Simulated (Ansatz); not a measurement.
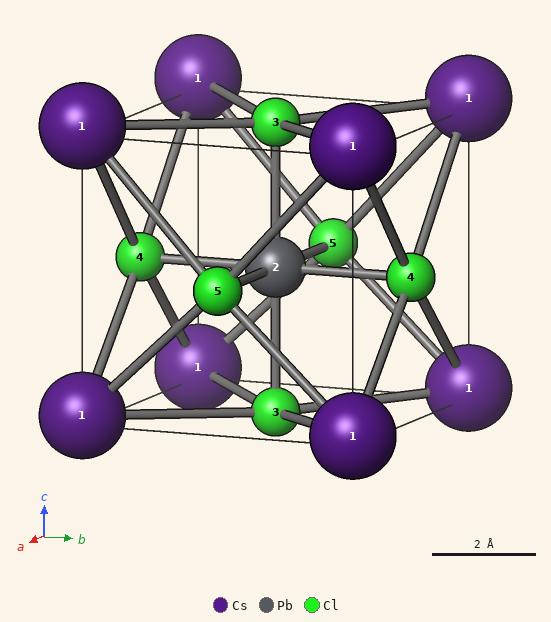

Figure 1. The structure as given in the input (ball-and-stick view of the cell of the calculation, set on other vectors, seen slightly off an axis; atoms are numbered from 1 in the order of the input). An atom can appear more than once, as a periodic image.

# Run report: CsPbCl₃, single-point calculation

The run: single-point calculation of CsPbCl₃ (P4mm, 5 atoms in the cell). Method and program: DFT PBE, scalar-relativistic, plane waves, PAW, no spin polarisation (Ansatz 0.2.0).

It belongs to a series of runs on one base structure; here: atom 1 (Cs) moved 0.2 A along x. Figures and captions count atoms from 1; the log counts them from 0 in places.

Log
```
Engine: ansatz 0.2.0, aarch64-unknown-linux-gnu
Pseudopotentials: kind: paw
Pseudopotential: Cs, paw, valence charge 9, recommended cutoff 420 eV (normal), Cs.paw.azcp
Pseudopotential: Pb, paw, valence charge 14, recommended cutoff 420 eV (normal), Pb.paw.azcp
Pseudopotential: Cl, paw, valence charge 7, recommended cutoff 420 eV (normal), Cl.paw.azcp
Functional definition: PBE
  parameter kappa = 0.804
  parameter beta = 0.06672455060314922
  exchange = pbe_x(kappa = kappa, mu = beta*pi^2/3)
  correlation = pbe_c(beta = beta)
Crystal: 5 atoms, lattice volume = 188.692 Å³
Basis set: ecut = 420 eV, 3743 PW (Γ), exchange–correlation on 80×80×80 points (8 copies of the dense FFT grid, shifted against one another)
Bands: 27, of which v1, the nominal top of the filled ones, is band 22 counted from 1 (21 counted from 0)
Symmetry: 8 space group operations
Space group: P4mm (ITA 99), of the structure as read, at distance tolerance 5.7e-5 Å
k-points: 40 of 216 (time reversal used)
Non-local potential: Cs, projectors of the file, l = 0: 3, l = 1: 2, l = 2: 2, l = 3: 2
Non-local potential: Pb, projectors of the file, l = 0: 2, l = 1: 2, l = 2: 2, l = 3: 2
Non-local potential: Cl, projectors of the file, l = 0: 2, l = 1: 2, l = 2: 2
PAW form: soft (Blöchl's): semilocal exchange-correlation on the pseudo side does not see the compensation charge
PAW one-centre angular grid: Cs, 194 points (default); XC on 64 Gauss nodes
PAW one-centre angular grid: Pb, 590 points (default); XC on 64 Gauss nodes
PAW one-centre angular grid: Cl, 110 points (default); XC on 64 Gauss nodes
Initial density: superposition of atomic densities (neutral atoms: chi_scale 0, normalization atom), corrected by the library's trained network
Initial wavefunctions: pseudopotential atomic-orbital guess
Functional: x = pbe(κ = 0.804, μ = 0.2195149727645171), c = pbe(β = 0.06672455060314922)
SCF iter   1: F=—  HF=-20823.340459 eV  |F-HF|=—  |Δ(HF+E_count)|=         —  Δρ=5.35e-4  dr2=3.89e-4  ethr=1.77e-3  ⟨swp⟩=7.7  Hψ=5598  notcnv=0
preconditioner: auto → Resta (q_TF=auto, 2.140 Å⁻¹)  ε∞=2.8  [insulator: Δε(μ)=2.217 eV  Ē_g=13.036 eV  σ=0.050 eV  W_gap=1.00  n_scr=26 (ndim 8)  ℏωp=17.5 eV  f_vac=0.088  D(μ)=0.00/eV (n_scr^D=0)  ε∞_Penn≈2.8]
SCF iter   2: F=—  HF=-20823.339556 eV  |F-HF|=—  |Δ(HF+E_count)|=   9.04e-4  Δρ=2.02e-4  dr2=5.36e-5  ethr=8.84e-7  ⟨swp⟩=3.0  Hψ=2622  notcnv=0  defer=12
SCF iter   3: F=—  HF=-20823.339617 eV  |F-HF|=—  |Δ(HF+E_count)|=   6.13e-5  Δρ=9.83e-5  dr2=1.04e-5  ethr=1.22e-7  ⟨swp⟩=2.0  Hψ=1875  notcnv=0  defer=12
SCF iter   4: F=—  HF=-20823.339648 eV  |F-HF|=—  |Δ(HF+E_count)|=   3.12e-5  Δρ=2.38e-5  dr2=1.10e-6  ethr=2.36e-8  ⟨swp⟩=2.6  Hψ=1804  notcnv=0  defer=12
SCF iter   5: F=—  HF=-20823.339651 eV  |F-HF|=—  |Δ(HF+E_count)|=   2.76e-6  Δρ=6.25e-6  dr2=1.16e-7  ethr=2.49e-9  ⟨swp⟩=2.0  Hψ=1638  notcnv=0  defer=12
SCF iter   6: F=-20823.339651 eV  HF=-20823.339651 eV  |F-HF|=4.61e-9  |Δ(HF+E_count)|=   1.24e-7  Δρ=1.15e-6  dr2=3.22e-9  ethr=2.27e-10  ⟨swp⟩=13.9  Hψ=8454  notcnv=0
SCF 1 converged in 6 iterations: F = -20823.339651 eV  dr2 = 3.22e-9
  greatest PAW one-centre occupation: 0.983 electrons in one spin orbital (limit 2), on the Pb atom at site 1 (counted from 0), in its partial waves of l = 2
SCF converged after 6 iterations
Free energy (F): -20823.339651 eV
Harris-Foulkes:  -20823.339651 eV  (|F-HF|=4.61e-9)
Internal energy: -20823.339651 eV  (E = F + TS)
E sigma→0 (E₀):  -20823.339651 eV
Fermi energy:    4.212205 eV
--- Per-component energies (eV) ---
  E_band       = -259.618528
  E_kinetic    = 910.627230
  E_local      = -2752.969088  (includes V_loc(G=0)·N_el)
  E_nonlocal   = 465.526268
  E_hartree    = 1041.366552
  E_xc         = -717.293321
  E_vxc        = -625.510522  (∫ρ·V_xc dr)
  E_paw        = -17446.634535  (= ΣΔE_a)
  E_vpaw       = -340.024936  (= ΣTr[D̂ρ^β])
  E_aug_tail   = 0.000322  (compensation charges beyond the density's cutoff)
  E_ewald      = -2323.963080
  E_smearing   = -0.000000  (= −TS)
  E_closure    = 0.000000  (closes the sum)
  Σ components = -20823.339651   (vs F -20823.339651, Δ=0.00e0)
--- Forces (eV/Å), atoms counted from 1 ---
  atom   1  Cs    -0.01864802     0.00000000     0.00000000
  atom   2  Pb     0.04587957     0.00000000     0.00000000
  atom   3  Cl     0.01942771    -0.00000000     0.00000000
  atom   4  Cl    -0.02332018    -0.00000000     0.00000000
  atom   5  Cl    -0.02332018    -0.00000000     0.00000000
  max |Σ_I F_I| component: 1.89e-5 eV/Å
--- Stress (GPa, compression-positive) ---
        0.032388       0.000000       0.000000
        0.000000       0.029304       0.000000
        0.000000       0.000000       0.029304
  P = ⅓ Tr σ = 0.0303 GPa (0.303 kbar)
--- Band table (eV; the first three rows and the last of 40) ---
  k-point 0: bands = ["-17.9004", "-13.4089", "-13.4074", "-13.2503", "-13.2494", "-13.2494", "-11.4289", "-10.7545", "-10.7459", "-4.6912", "-4.6912", "-4.6897", "-3.3393", "-0.9150", "-0.9150", "-0.9086", "0.9834", "0.9867", "0.9867", "1.0637", "1.0678", "1.0678", "6.7895", "7.8737", "7.8820", "8.7290", "8.7653"]
  k-point 1: bands = ["-17.9000", "-13.4078", "-13.3912", "-13.2505", "-13.2497", "-13.2494", "-11.4008", "-10.8106", "-10.7474", "-4.6898", "-4.6877", "-4.6866", "-3.6015", "-0.8974", "-0.8900", "-0.4270", "0.9592", "0.9629", "0.9655", "1.0429", "1.0475", "1.0656", "7.0167", "8.0135", "8.0468", "8.5058", "8.6590"]
  k-point 2: bands = ["-17.8993", "-13.4077", "-13.3558", "-13.2510", "-13.2502", "-13.2494", "-11.3161", "-10.9561", "-10.7467", "-4.6866", "-4.6805", "-4.6805", "-3.9720", "-0.8608", "-0.8514", "0.3102", "0.9023", "0.9120", "0.9303", "1.0030", "1.0097", "1.2804", "6.9225", "7.7910", "8.4240", "8.4856", "8.5449"]
  k-point 39: bands = ["-17.8966", "-13.2950", "-13.2939", "-13.2522", "-13.2514", "-13.2514", "-11.0792", "-11.0792", "-11.0650", "-5.3396", "-4.7335", "-4.7296", "-4.7296", "0.4535", "0.4612", "0.4612", "0.7972", "0.8047", "1.3527", "1.3652", "1.3652", "3.1073", "5.3181", "5.3186", "5.3186", "8.5375", "9.0125"]
```

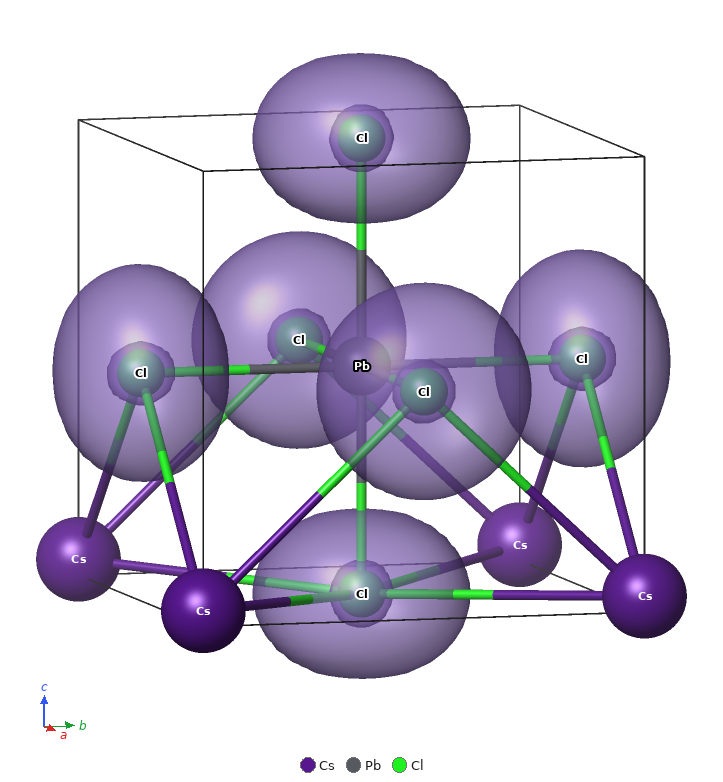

Figure 2. Isosurface of the electron localisation function at 0.7 (purple), seen slightly off an axis. Core shells and regions of very low density are left out. Sticks mark near contacts. The outline is the cell set on symmetry axes. Along the contacts the grid gives the following. Pb–Cl (2.87 Å): the ELF peaks at about 0.85 in the valence shell of Cl, 0.8 Å from its nucleus, and drops to about 0.20 between the two atoms. Core electrons are frozen (PAW), so the fields are smoothed inside the atomic spheres.

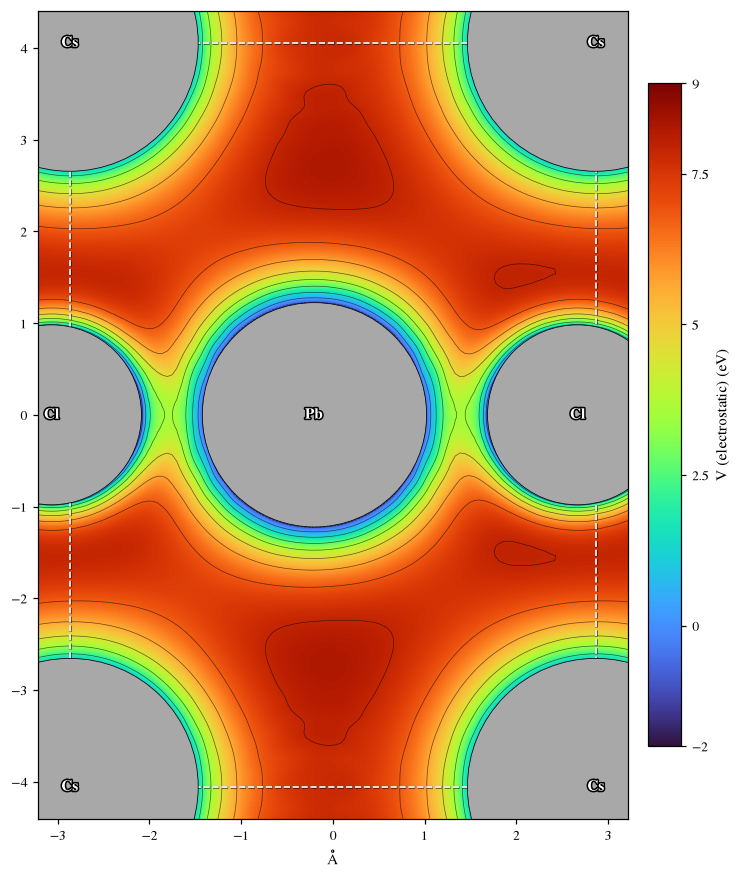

Figure 3. Electrostatic potential (local pseudopotential plus Hartree) felt by an electron on the (110) plane of the conventional cell. Grey discs, where drawn, cover atomic cores. Outside the cores the potential energy rises away from the atoms and is highest about 2.2 Å from the nearest atoms; outside the discs it spans about 9 eV, and its zero is arbitrary.

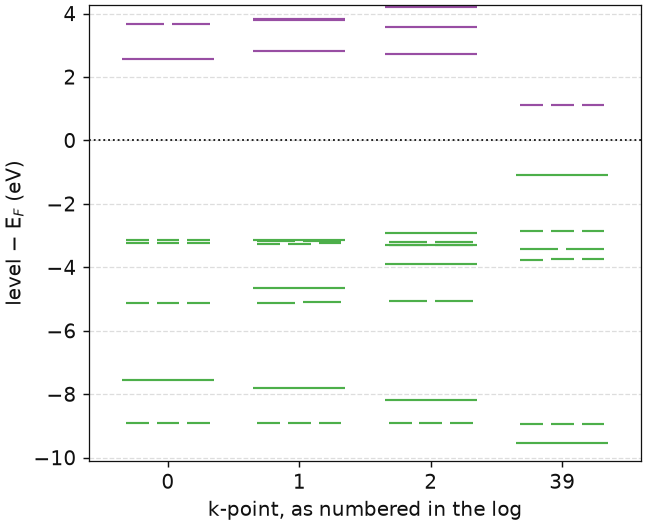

Figure 4. Kohn–Sham levels near the Fermi level (dotted) at the few k-points that the log prints; levels within 0.02 eV of each other stand side by side. Among these points the highest filled and lowest empty levels are 2.21 eV apart, which is the gap on the mesh.

This output came from the following input.

Input
```yaml
crystal:
  lattice:
    - [5.7356751395, 0.0, 0.0]
    - [0.0, 5.7356751395, 0.0]
    - [0.0, 0.0, 5.7356751395]
  atoms:
    - { symbol: Cs, position: [0.0348694783, 0.0, 0.0] }
    - { symbol: Pb, position: [0.5, 0.5, 0.5] }
    - { symbol: Cl, position: [0.0, 0.5, 0.5] }
    - { symbol: Cl, position: [0.5, 0.5, 0.0] }
    - { symbol: Cl, position: [0.5, 0.0, 0.5] }
basis:
  ecutwfc: 420
  ecutrho_ratio: 4
kpoints:
  mp_grid: { grid: [6, 6, 6] }
hamiltonian:
  xc: pbe
scf:
  occupations: { method: gaussian, width: 0.05 }
output:
  forces: true
  stress: true
  eigenvalues: true
  write_density: true
  write_potential: true
  elf: true
  volumetric_format: npy
```

Command:
```bash
ansatz run input.yaml --threads 4 --pin off --max-ram 7168MiB --backend cpu --events-out ev --progress --plain --runs-dir out
```

Results in brief

```tsv
quantity	value
outcome	converged
space group (tolerance 0.01 Å)	P4mm (99)
electrons treated	44
free energy	−20823.3397 eV
Fermi energy	4.212 eV
gap on the k-point mesh	2.21 eV
pressure	0.03 GPa
largest force (length of the vector)	0.046 eV/Å
hardware	4 threads of Arm Neoverse V2, 24 GiB of memory available, shared host
wall time	6.3 s (CPU time 24 s)
peak memory	0.54 GiB
```

Spin–orbit coupling is left out, which matters for Pb.
